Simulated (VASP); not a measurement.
```cif
data_structure
_symmetry_space_group_name_H-M 'P 1'
_symmetry_Int_Tables_number 1
_cell_length_a 3.3015
_cell_length_b 3.3015
_cell_length_c 4.1399
_cell_angle_alpha 90.000
_cell_angle_beta 90.000
_cell_angle_gamma 120.000
_cell_volume 39.08
loop_
_atom_site_label
_atom_site_type_symbol
_atom_site_fract_x
_atom_site_fract_y
_atom_site_fract_z
_atom_site_occupancy
Al1 Al 0.33333 0.66667 0.75000 1
Al2 Al 0.66667 0.33333 0.25000 1
N1 N 0.33333 0.66667 0.25000 1
N2 N 0.66667 0.33333 0.75000 1
```

Space group P6₃/mmc; a structure from a database of computed crystals, not necessarily the ambient phase.

These are results of Kohn-Sham DFT of a periodic cell, PBEsol, VASP PAW PBE potentials, recommended (VASP), not measurements.

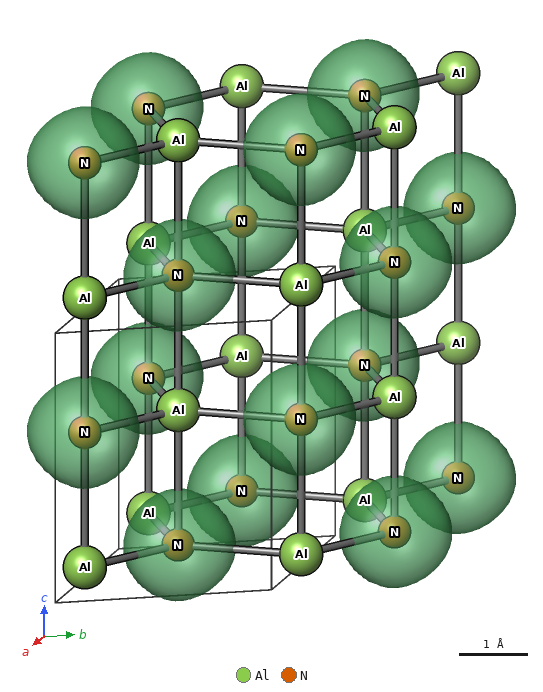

AlN. Isosurface of the valence charge density (pseudo) at 0.8 e/Å³ (green), seen slightly off an axis. Sticks mark near contacts.

The density is the valence pseudo-density of a PAW calculation; it isn't the true density close to the nuclei.

> What does this surface tell about the bonding?

At this value the density breaks into separate islands; it holds about 50 % of the electrons treated as valence. It bridges none of the near contacts. It is pinched off along the sampled Al–N (1.91 Å) and Al–N (2.07 Å) contacts. On the grid the lowest density along these lines, outside the cores, is 0.54 e/Å³ (Al–N, 1.91 Å) and 0.37 e/Å³ (Al–N, 2.07 Å).
